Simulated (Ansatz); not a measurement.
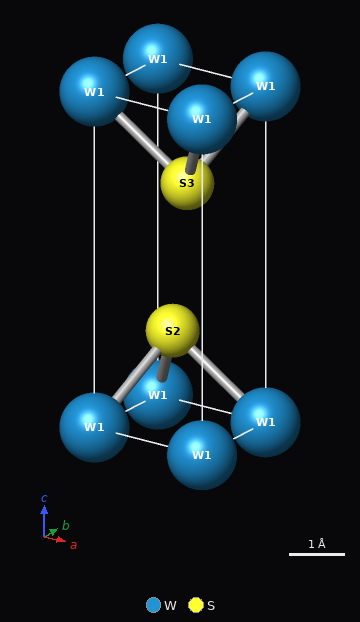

*The starting structure (ball-and-stick view of the cell of the calculation, seen slightly off an axis; atoms are numbered from 1 in the order of the input).*

Near neighbours in the crystal (not all of them lie inside the picture): W has 6 S at 2.41 Å; S has 3 W at 2.41 Å.

# Geometry relaxation, with input and output: WS$_{2}$ (part 1 of 2)

System: WS$_{2}$ (P-3m1, 3 atoms in the cell).
Method: DFT, r2SCAN+rVV10, plane waves, PAW, no spin polarisation (Ansatz 0.2.0).

The structure was built on a prototype by a generator. The geometry comes from this level: PBEsol. Figures and captions count atoms from 1; the log counts them from 0 in places.

**Input file**
```yaml
crystal:
  lattice:
    - [3.1673028221, 0.0, 0.0]
    - [-1.5836514111, 2.7429647054, 0.0]
    - [0.0, 0.0, 6.2797530212]
  atoms:
    - { symbol: W, position: [0.0, 0.0, 0.0] }
    - { symbol: S, position: [0.3333333333, 0.6666666667, 0.2504111193] }
    - { symbol: S, position: [0.6666666667, 0.3333333333, 0.7495888807] }
kpoints:
  mp_grid: { grid: [12, 12, 4] }
hamiltonian:
  xc: r2scan
  dispersion: rvv10
scf:
  occupations: { method: fermi_dirac, width: 0.03 }
relax:
  f_tol: 0.01
  cell: {}
  max_steps: 120
```

Launch command:
```bash
ansatz run input.yaml --threads 2 --pin off --max-ram 2211MiB --backend cpu --events-out ev --progress --plain --runs-dir out
```

**Log**
```
Engine: ansatz 0.2.0, aarch64-unknown-linux-gnu
Pseudopotentials: kind: paw
Pseudopotential: W, paw, valence charge 14, recommended cutoff 500 eV (meta_gga), W.paw.azcp
Pseudopotential: S, paw, valence charge 6, recommended cutoff 500 eV (meta_gga), S.paw.azcp
Functional definition: r2SCAN+rVV10
  parameter k0 = 0.174
  parameter k1 = 0.065
  parameter a1 = 4.9479
  exchange = r2scan_x(k0 = k0, k1 = k1, a1 = a1)
  correlation = r2scan_c + rvv10(11.95, 0.0093)
Crystal: 3 atoms, lattice volume = 54.557 Å³
Basis set: ecut = 500 eV, 1361 PW (Γ), exchange–correlation on 108×108×216 points (64 copies of the dense FFT grid, shifted against one another)
Bands: 17, of which v1, the nominal top of the filled ones, is band 13 counted from 1 (12 counted from 0)
Symmetry: 12 space group operations
Space group: P-3m1 (ITA 164), of the structure as read, at distance tolerance 3.8e-5 Å
k-points: 69 of 576
Non-local potential: W, projectors of the file, l = 0: 3, l = 1: 2, l = 2: 2, l = 3: 1
Non-local potential: S, projectors of the file, l = 0: 2, l = 1: 2, l = 2: 2
PAW form: soft (Blöchl's): semilocal exchange-correlation on the pseudo side does not see the compensation charge
rVV10 density: all electrons in the spheres
PAW frozen core: W, regenerated for the run's functional (the file was generated under x = pbe(κ = 0.804, μ = 0.2195149727645171), c = pbe(β = 0.06672455060314922))
PAW frozen core: S, regenerated for the run's functional (the file was generated under x = pbe(κ = 0.804, μ = 0.2195149727645171), c = pbe(β = 0.06672455060314922))
PAW one-centre angular grid: W, 590 points (default); XC on 160 Gauss nodes
PAW one-centre angular grid: S, 302 points (default); XC on 160 Gauss nodes
Initial density: superposition of atomic densities (neutral atoms: chi_scale 0, normalization atom), corrected by the library's trained network
Initial wavefunctions: pseudopotential atomic-orbital guess
Functional: x = r2scan, c = r2scan + rvv10(b = 11.95, C = 0.0093); τ floored in thin density (d = 2e-4 eV/Å³)
SCF iter   1: F=—  HF=-12206.727949 eV  |F-HF|=—  |Δ(HF+E_count)|=         —  Δρ=6.44e-3  dr2=2.52e-2  dr2_τ=7.26e-2  ethr=1.77e-3  ⟨swp⟩=6.1  Hψ=6984  notcnv=0
preconditioner: auto → LDOS  [metal: Δε(μ)=0.039 eV  Ē_g=9.089 eV  σ=0.030 eV  W_gap=0.31  n_scr=10 (ndim 8)  ℏωp=21.3 eV  f_vac=0.018  D(μ)=1.44/eV (n_scr^D=4)  β→1.0]
SCF iter   2: F=—  HF=-12206.776634 eV  |F-HF|=—  |Δ(HF+E_count)|=   4.87e-2  Δρ=3.40e-3  dr2=8.04e-3  dr2_τ=4.80e-4  ethr=9.68e-5  ⟨swp⟩=2.9  Hψ=2745  notcnv=0  defer=1
SCF iter   3: F=—  HF=-12206.775387 eV  |F-HF|=—  |Δ(HF+E_count)|=   1.25e-3  Δρ=9.03e-4  dr2=1.09e-3  dr2_τ=2.27e-5  ethr=3.09e-5  ⟨swp⟩=2.0  Hψ=2068  notcnv=0  defer=1
SCF iter   4: F=—  HF=-12206.775572 eV  |F-HF|=—  |Δ(HF+E_count)|=   1.84e-4  Δρ=3.17e-4  dr2=7.02e-5  dr2_τ=1.83e-5  ethr=4.21e-6  ⟨swp⟩=2.0  Hψ=1663  notcnv=0  defer=1
SCF iter   5: F=—  HF=-12206.775595 eV  |F-HF|=—  |Δ(HF+E_count)|=   2.36e-5  Δρ=6.70e-5  dr2=1.54e-6  dr2_τ=1.07e-7  ethr=2.70e-7  ⟨swp⟩=2.0  Hψ=1784  notcnv=0  defer=1
SCF iter   6: F=—  HF=-12206.775601 eV  |F-HF|=—  |Δ(HF+E_count)|=   5.40e-6  Δρ=2.06e-5  dr2=2.53e-7  dr2_τ=6.10e-9  ethr=5.92e-9  ⟨swp⟩=2.0  Hψ=2004  notcnv=0  defer=1
SCF iter   7: F=-12206.775601 eV  HF=-12206.775601 eV  |F-HF|=6.01e-9  |Δ(HF+E_count)|=   3.89e-7  Δρ=4.40e-6  dr2=6.01e-9  dr2_τ=4.06e-9  ethr=3.85e-10  ⟨swp⟩=5.6  Hψ=4630  notcnv=0
SCF 1 converged in 7 iterations: F = -12206.775601 eV  dr2 = 6.01e-9
  greatest PAW one-centre occupation: 0.999 electrons in one spin orbital (limit 2), on the W atom at site 0 (counted from 0), in its partial waves of l = 0
relax step   1: F+E_penalty+E_count = -12206.77560101 eV  Δ(F+E_penalty+E_count) = +0.000e0 eV  max|allowed force component| = 1.132e-1 eV/Å  Δτ_max = 0.0000 Å  P = +1.846 GPa  Ω = 54.557 Å³  (7 SCF iters, dr2 threshold 1.00e-7 eV, accepted)
Crystal: 3 atoms, lattice volume = 55.499 Å³
Basis set: ecut = 500 eV, 1373 PW (Γ), exchange–correlation on 108×108×216 points (64 copies of the dense FFT grid, shifted against one another)
rVV10 density: all electrons in the spheres
Initial density: handed on by an earlier stage of this run
Initial wavefunctions: those handed on with the density
iter 1 solved again at ethr=1.39e-4 eV; its pass at ethr=3.10e-3 eV (dr2=3.63e-2 eV) is discarded
SCF iter   1: F=—  HF=-12206.770567 eV  |F-HF|=—  |Δ(HF+E_count)|=         —  Δρ=4.79e-3  dr2=3.74e-2  dr2_τ=3.49e-2  ethr=1.39e-4  ⟨swp⟩=1.9  Hψ=7560  notcnv=0
preconditioner: auto → LDOS  [metal: Δε(μ)=0.010 eV  Ē_g=8.964 eV  σ=0.030 eV  W_gap=0.08  n_scr=10 (ndim 8)  ℏωp=21.1 eV  f_vac=0.015  D(μ)=1.24/eV (n_scr^D=2)  β→1.0]
SCF iter   2: F=—  HF=-12206.794306 eV  |F-HF|=—  |Δ(HF+E_count)|=   2.37e-2  Δρ=2.77e-3  dr2=1.04e-2  dr2_τ=1.54e-3  ethr=1.39e-4  ⟨swp⟩=2.8  Hψ=2055  notcnv=0
SCF iter   3: F=—  HF=-12206.792775 eV  |F-HF|=—  |Δ(HF+E_count)|=   1.53e-3  Δρ=5.40e-4  dr2=1.06e-4  dr2_τ=8.39e-6  ethr=3.99e-5  ⟨swp⟩=2.0  Hψ=1859  notcnv=0
SCF iter   4: F=—  HF=-12206.792816 eV  |F-HF|=—  |Δ(HF+E_count)|=   4.18e-5  Δρ=1.61e-4  dr2=2.17e-5  dr2_τ=1.24e-6  ethr=4.07e-7  ⟨swp⟩=2.0  Hψ=2031  notcnv=0
SCF iter   5: F=—  HF=-12206.792813 eV  |F-HF|=—  |Δ(HF+E_count)|=   3.48e-6  Δρ=2.19e-5  dr2=3.98e-7  dr2_τ=1.46e-8  ethr=8.35e-8  ⟨swp⟩=2.0  Hψ=1676  notcnv=0
SCF iter   6: F=-12206.792813 eV  HF=-12206.792813 eV  |F-HF|=2.61e-9  |Δ(HF+E_count)|=   3.85e-8  Δρ=4.88e-6  dr2=1.03e-8  dr2_τ=1.86e-9  ethr=1.15e-9  ⟨swp⟩=5.1  Hψ=4472  notcnv=0
SCF 2 converged in 6 iterations: F = -12206.792813 eV  dr2 = 1.03e-8
relax step   2: F+E_penalty+E_count = -12206.79281287 eV  Δ(F+E_penalty+E_count) = -1.721e-2 eV  max|allowed force component| = 9.687e-2 eV/Å  Δτ_max = 0.0095 Å  P = -1.295 GPa  Ω = 55.499 Å³  energy of the carried Pulay correction = -2.502e-4 eV  (6 SCF iters, dr2 threshold 3.00e-7 eV, accepted)
Crystal: 3 atoms, lattice volume = 54.197 Å³
Basis set: ecut = 500 eV, 1359 PW (Γ), exchange–correlation on 108×108×216 points (64 copies of the dense FFT grid, shifted against one another)
rVV10 density: all electrons in the spheres
iter 1 solved again at ethr=1.18e-5 eV; its pass at ethr=3.10e-3 eV (dr2=3.08e-3 eV) is discarded
SCF iter   1: F=—  HF=-12206.782552 eV  |F-HF|=—  |Δ(HF+E_count)|=         —  Δρ=2.32e-3  dr2=3.13e-3  dr2_τ=2.12e-2  ethr=1.18e-5  ⟨swp⟩=2.6  Hψ=8188  notcnv=0
preconditioner: auto → Kerker (q_TF=auto, 2.414 Å⁻¹)  [metal: Δε(μ)=0.038 eV  Ē_g=8.977 eV  σ=0.030 eV  W_gap=0.31  n_scr=10 (ndim 8)  ℏωp=21.4 eV  f_vac=0.008  D(μ)=1.11/eV (n_scr^D=2)]
SCF iter   2: F=—  HF=-12206.797532 eV  |F-HF|=—  |Δ(HF+E_count)|=   1.50e-2  Δρ=1.71e-3  dr2=1.32e-3  dr2_τ=6.56e-5  ethr=1.18e-5  ⟨swp⟩=2.0  Hψ=2178  notcnv=0
SCF iter   3: F=—  HF=-12206.797526 eV  |F-HF|=—  |Δ(HF+E_count)|=   5.44e-6  Δρ=6.47e-4  dr2=3.20e-4  dr2_τ=2.49e-5  ethr=5.08e-6  ⟨swp⟩=2.4  Hψ=1809  notcnv=0
SCF iter   4: F=—  HF=-12206.797557 eV  |F-HF|=—  |Δ(HF+E_count)|=   3.08e-5  Δρ=2.53e-4  dr2=9.78e-5  dr2_τ=3.28e-6  ethr=1.23e-6  ⟨swp⟩=2.6  Hψ=1774  notcnv=0
SCF iter   5: F=—  HF=-12206.797548 eV  |F-HF|=—  |Δ(HF+E_count)|=   9.06e-6  Δρ=1.40e-4  dr2=3.10e-5  dr2_τ=8.98e-7  ethr=3.76e-7  ⟨swp⟩=1.0  Hψ=1173  notcnv=0
SCF iter   6: F=—  HF=-12206.797544 eV  |F-HF|=—  |Δ(HF+E_count)|=   3.96e-6  Δρ=5.08e-5  dr2=3.33e-6  dr2_τ=1.08e-7  ethr=1.19e-7  ⟨swp⟩=1.3  Hψ=1208  notcnv=0
SCF iter   7: F=-12206.797544 eV  HF=-12206.797544 eV  |F-HF|=9.72e-8  |Δ(HF+E_count)|=   1.81e-7  Δρ=1.33e-5  dr2=1.69e-7  dr2_τ=5.44e-9  ethr=1.15e-9  ⟨swp⟩=4.2  Hψ=4951  notcnv=0
SCF 3 converged in 7 iterations: F = -12206.797544 eV  dr2 = 1.69e-7
relax step   3: F+E_penalty+E_count = -12206.79754374 eV  Δ(F+E_penalty+E_count) = -4.731e-3 eV  max|allowed force component| = 8.838e-2 eV/Å  Δτ_max = 0.0326 Å  P = -0.537 GPa  Ω = 54.197 Å³  energy of the carried Pulay correction = +9.696e-5 eV  (7 SCF iters, dr2 threshold 3.00e-7 eV, accepted)
Crystal: 3 atoms, lattice volume = 54.108 Å³
rVV10 density: all electrons in the spheres
iter 1 solved again at ethr=2.23e-7 eV; its pass at ethr=3.10e-3 eV (dr2=5.79e-5 eV) is discarded
SCF iter   1: F=—  HF=-12206.797870 eV  |F-HF|=—  |Δ(HF+E_count)|=         —  Δρ=3.60e-4  dr2=8.40e-5  dr2_τ=3.03e-4  ethr=2.23e-7  ⟨swp⟩=3.0  Hψ=7604  notcnv=0
preconditioner: auto → Kerker (q_TF=auto, 2.415 Å⁻¹)  [metal: Δε(μ)=0.032 eV  Ē_g=8.990 eV  σ=0.030 eV  W_gap=0.25  n_scr=10 (ndim 8)  ℏωp=21.4 eV  f_vac=0.009  D(μ)=1.06/eV (n_scr^D=2)]
SCF iter   2: F=—  HF=-12206.798036 eV  |F-HF|=—  |Δ(HF+E_count)|=   1.66e-4  Δρ=1.83e-4  dr2=1.74e-5  dr2_τ=1.93e-6  ethr=2.23e-7  ⟨swp⟩=2.0  Hψ=1877  notcnv=0
SCF iter   3: F=—  HF=-12206.798036 eV  |F-HF|=—  |Δ(HF+E_count)|=   1.21e-7  Δρ=8.93e-5  dr2=6.07e-6  dr2_τ=4.13e-7  ethr=6.71e-8  ⟨swp⟩=2.1  Hψ=1809  notcnv=0
SCF iter   4: F=—  HF=-12206.798036 eV  |F-HF|=—  |Δ(HF+E_count)|=   3.64e-7  Δρ=2.14e-5  dr2=5.76e-7  dr2_τ=3.32e-8  ethr=2.33e-8  ⟨swp⟩=2.1  Hψ=1683  notcnv=0
SCF iter   5: F=-12206.798036 eV  HF=-12206.798036 eV  |F-HF|=3.83e-8  |Δ(HF+E_count)|=   3.31e-8  Δρ=8.58e-6  dr2=8.14e-8  dr2_τ=1.81e-9  ethr=1.15e-9  ⟨swp⟩=5.0  Hψ=4138  notcnv=0
SCF 4 converged in 5 iterations: F = -12206.798036 eV  dr2 = 8.14e-8
relax step   4: F+E_penalty+E_count = -12206.79803607 eV  Δ(F+E_penalty+E_count) = -4.923e-4 eV  max|allowed force component| = 6.505e-3 eV/Å  Δτ_max = 0.0027 Å  P = +0.028 GPa  Ω = 54.108 Å³  energy of the carried Pulay correction = +1.209e-4 eV  (5 SCF iters, dr2 threshold 3.00e-7 eV, accepted)
Crystal: 3 atoms, lattice volume = 54.132 Å³
rVV10 density: all electrons in the spheres
iter 1 solved again at ethr=2.19e-8 eV; its pass at ethr=3.10e-3 eV (dr2=5.71e-6 eV) is discarded
SCF iter   1: F=—  HF=-12206.798012 eV  |F-HF|=—  |Δ(HF+E_count)|=         —  Δρ=1.07e-4  dr2=6.49e-6  dr2_τ=3.07e-5  ethr=2.19e-8  ⟨swp⟩=3.0  Hψ=7459  notcnv=0
preconditioner: auto → Kerker (q_TF=auto, 2.414 Å⁻¹)  [metal: Δε(μ)=0.032 eV  Ē_g=8.989 eV  σ=0.030 eV  W_gap=0.26  n_scr=10 (ndim 8)  ℏωp=21.4 eV  f_vac=0.010  D(μ)=1.08/eV (n_scr^D=2)]
SCF iter   2: F=—  HF=-12206.798038 eV  |F-HF|=—  |Δ(HF+E_count)|=   2.61e-5  Δρ=5.70e-5  dr2=1.60e-6  dr2_τ=9.50e-8  ethr=2.19e-8  ⟨swp⟩=2.0  Hψ=1975  notcnv=0
SCF iter   3: F=—  HF=-12206.798039 eV  |F-HF|=—  |Δ(HF+E_count)|=   1.38e-7  Δρ=1.82e-5  dr2=1.63e-7  dr2_τ=4.95e-8  ethr=6.15e-9  ⟨swp⟩=2.6  Hψ=1749  notcnv=0
SCF iter   4: F=—  HF=-12206.798039 eV  |F-HF|=—  |Δ(HF+E_count)|=   1.25e-8  Δρ=7.34e-6  dr2=3.39e-8  dr2_τ=4.78e-9  ethr=6.26e-10  ⟨swp⟩=2.6  Hψ=1823  notcnv=0
SCF iter   5: F=-12206.798039 eV  HF=-12206.798039 eV  |F-HF|=5.51e-10  |Δ(HF+E_count)|=   7.53e-9  Δρ=2.44e-6  dr2=3.10e-9  dr2_τ=9.16e-11  ethr=6.47e-11  ⟨swp⟩=5.1  Hψ=4328  notcnv=0
SCF 5 converged in 5 iterations: F = -12206.798039 eV  dr2 = 3.10e-9
relax step   5: F+E_penalty+E_count = -12206.79803857 eV  Δ(F+E_penalty+E_count) = -2.499e-6 eV  max|allowed force component| = 6.781e-4 eV/Å  Δτ_max = 0.0006 Å  P = +0.006 GPa  Ω = 54.132 Å³  energy of the carried Pulay correction = +1.144e-4 eV  (5 SCF iters, dr2 threshold 1.68e-8 eV, accepted)
Basis set: ecut = 500 eV, 1359 PW (Γ), exchange–correlation on 108×108×200 points (64 copies of the dense FFT grid, shifted against one another)
rVV10 density: all electrons in the spheres
Initial wavefunctions: pseudopotential atomic-orbital guess (no wavefunctions were taken with the density)
iter 1 solved again at ethr=3.10e-7 eV; its pass at ethr=3.10e-3 eV (dr2=8.05e-5 eV) is discarded
```
